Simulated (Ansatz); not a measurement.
System: SrO, space group Fm-3m (No. 225) (one of a set of cubic test structures, which need not be the stable phase).

One of the inputs:
```
crystal:
  lattice:
    - [0.0, 2.582549809786, 2.582549809786]
    - [2.582549809786, 0.0, 2.582549809786]
    - [2.582549809786, 2.582549809786, 0.0]
  atoms:
    - { symbol: Sr, position: [0.0, 0.0, 0.0] }
    - { symbol: O, position: [0.5, 0.5, 0.5] }
kpoints:
  mp_grid: { grid: [4, 4, 4] }
hamiltonian:
  xc: hse06
  pseudopotentials:
    kind: paw
    azcp:
      O: "pseudopotentials/pbe/paw/ansatz_paw_generated_hard_1/O.paw.azcp"
      Sr: "pseudopotentials/pbe/paw/ansatz_paw_generated_hard_1/Sr.paw.azcp"
scf:
  occupations: { method: fermi_dirac, width: 0.05 }
  convergence: { dr2_threshold: "1e-10 eV" }
  exx: { energy_threshold: "2e-8 eV", singularity: regularized }
output:
  forces: true
  stress: true
  eigenvalues: true
```

Launched with:
```bash
ansatz run input.yaml --threads 2
```

Computed with Ansatz 0.2.0 development build: equation of state of a cubic crystal from periodic Kohn-Sham density functional theory without spin, third-order Birch-Murnaghan fit to the free energies; pressure corrected for the finite basis. Level: HSE06.

- structure type: rock salt
- atoms in cell: 2
- space group number: 225
- lattice centring: face-centred primitive
- k mesh: 4×4×4
- occupation method: Fermi–Dirac
- occupation width: 0.05 eV
- wave cutoff: 700 eV
- datasets: hard PAW
- density tolerance: 0 eV
- bands: 12
- density cutoff ratio: 4
- search for lower states: default
- exchange singularity: regularized

What does the calculation give for the energy above the lowest point against volume? The volume takes the values 16.17, 16.70, 17.22, 17.75, 18.28 Å³/atom.

A third-order Birch–Murnaghan fit gives V0 = 17.11 Å³/atom, B0 = 92.6 GPa and B′ = 4.5. The energy above the lowest point is 16.4 meV/atom at volume 16.17 Å³/atom and 20.2 meV/atom at 18.28 Å³/atom; the lowest computed point is at volume 17.22 Å³/atom (0.0 meV/atom).

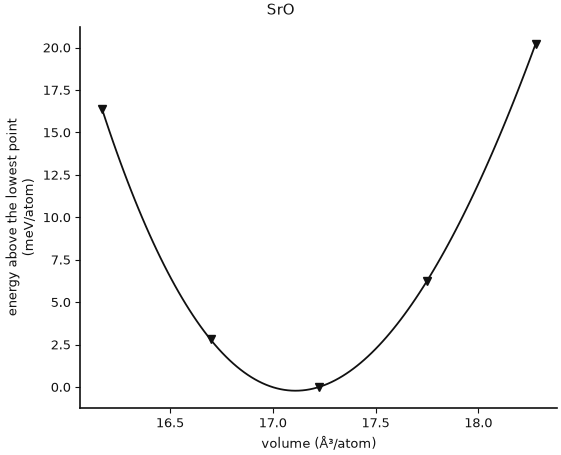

Caveats: pseudopotentials made with PBE, not this functional.
